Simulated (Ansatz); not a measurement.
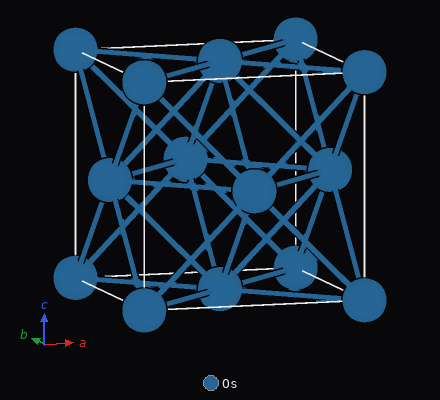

The structure; the drawing may span several cells.

Given this structure, the input geometry of an electronic-structure calculation (not necessarily at equilibrium); the starting structure was generated, so it need not be a known form of this composition, written in its standard cell:

```
CELL_PARAMETERS angstrom
3.83176 0.00000 0.00000
0.00000 3.83176 0.00000
0.00000 0.00000 3.83176
ATOMIC_POSITIONS crystal
Os 0.00000 0.00000 0.00000
Os 0.00000 0.50000 0.50000
Os 0.50000 0.00000 0.50000
Os 0.50000 0.50000 0.00000
```

Predict the [001] zone-axis pattern (100 kV, kinematic, B = 0.3 Å²).

The spots form a square net with both shortest vectors at d = 1.92 Å, 90.0° apart. They are 2 0 0 and 0 2 0. The pattern has symmetry 4mm. The lattice centring (F) removes all reflections that break h + k = 2n, h + l = 2n.

Strongest reflections with d > 0.80 Å, one of each family (|F|² from tabulated Gaussian fits of the electron scattering factors, times a small damping for the curvature of the Ewald sphere):

```
  hkl  d (Å)  I (strongest = 100)
2 0 0  1.916                  100
2 2 0  1.355                   50
4 0 0  0.958                   21
4 2 0  0.857                   15
```

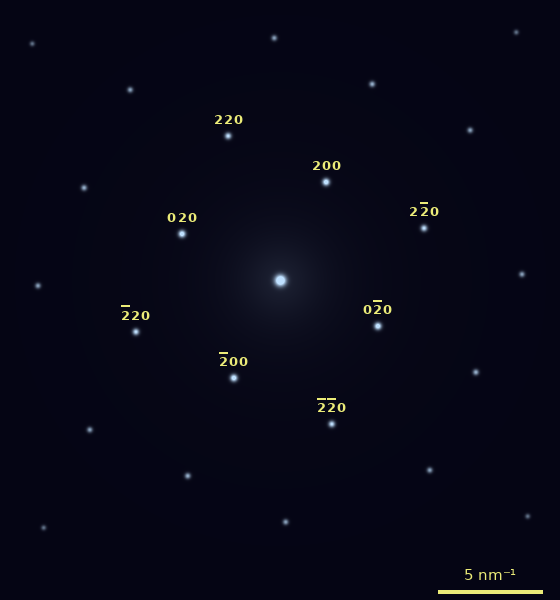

Calculated pattern, seen from the source side with [001] pointing towards the source.
